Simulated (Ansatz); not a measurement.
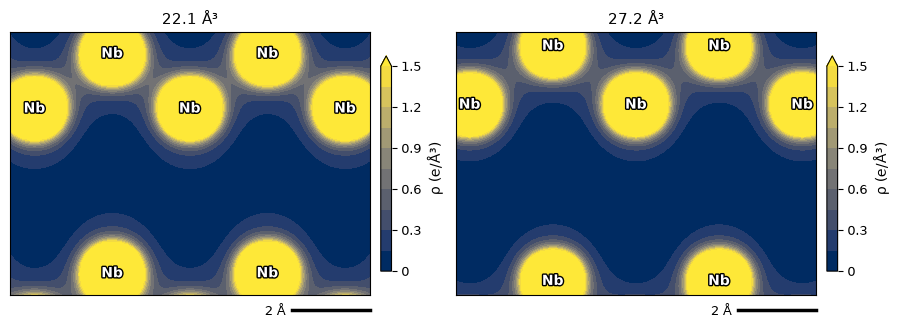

Nb. The valence charge density (pseudo) of cells scaled evenly to different volumes (given per atom above each panel), on the (11̄0) plane of each (indices in the axes of the cell below), at one length scale and on one colour scale.

A generated structure, not necessarily the stable one.

Theory: Ansatz, DFT, r2SCAN, plane waves (500 eV) with PAW, scalar-relativistic.

Core electrons are frozen (PAW), and the valence fields are smoothed inside the atomic spheres.

The largest cell:

```
Nb
1.0
     0.00000    3.00650    3.00650
     3.00650    0.00000    3.00650
     3.00650    3.00650    0.00000
Nb
2
Cartesian
  0.7516 0.7516 0.7516
  5.2614 5.2614 5.2614
```

| volume (Å³/atom) | Nb–Nb contact in the plane (Å) | ρ at its midpoint (e/Å³) | pressure (GPa) | 
| --- | --- | --- | --- |
| 22.14 | 2.432 | 0.607 | 11.4 | 
| 25.16 | 2.538 | ? | ? | 
| 27.18 | 2.604 | 0.480 | −4.4 | 

### What values belong in the row with question marks?

Over the known rows ln ρ falls by 1.36 per Å of Nb–Nb distance (the line through the two), which gives 0.525 e/Å³ at 2.538 Å; the calculation gives 0.522 e/Å³. For the pressure, a straight line in volume between the neighbouring rows gives 1.9 GPa; the calculation gives 0.0, lower because pressure rises ever faster on compression.
